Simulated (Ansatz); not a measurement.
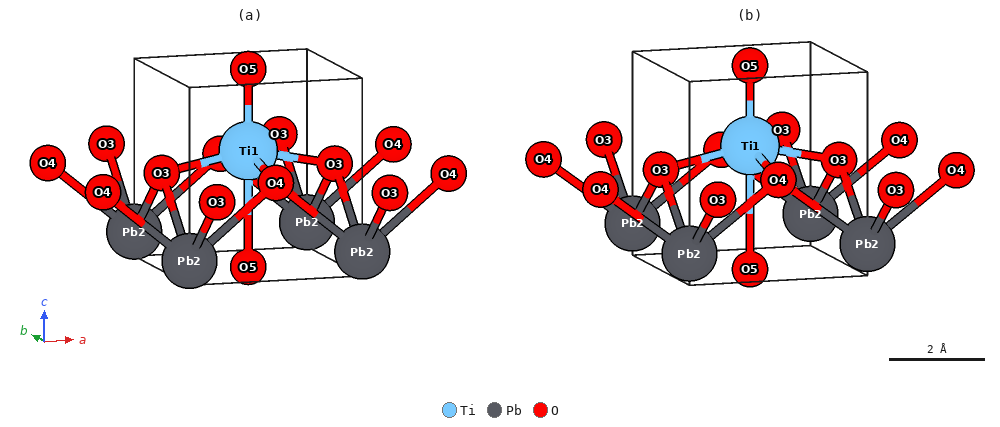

Left: a crystal of TiPbO$_{3}$ (set up in P4mm). Right: the same structure after one change, at the same scale. A ball-and-stick model of the cell of the calculation, seen slightly off an axis.

The calculation used Ansatz 0.2.0, DFT PBEsol, scalar-relativistic, plane waves, PAW. Set-up: plane-wave cutoff 420 eV; k-point mesh 8 × 8 × 6; occupations gaussian; smearing width 0.02 eV; no spin polarisation.

What distinguishes the right structure from the left one?

Equal strain along all axes, +3.0 %, is applied. The cell is then held and the atoms relaxed.

How do the computed properties respond?

The volume changes by +9.3 %, with a = b 3.859 → 3.975 Å (+3.0 %), c 4.268 → 4.396 Å (+3.0 %). The largest move relative to the cell is that of Pb2, 0.14 Å along +c. By element the largest moves are Pb 0.14 Å, O 0.06 Å, Ti 0.02 Å. Among the bonded contacts that change: O–Ti 2.507 → 2.668 Å, O–Ti 1.967 → 2.030 Å, O–Ti 1.761 → 1.728 Å, O–Pb 2.495 → 2.482 Å. The space group stays P4mm (No. 99). It costs 31.1 meV per atom. Pressure: 0.0 GPa before, −7.6 GPa after. The principal stresses (compression positive) are −3.8 GPa along c and −9.5 GPa across it. The gap on the k-mesh: 1.70 eV before, 1.83 eV after.
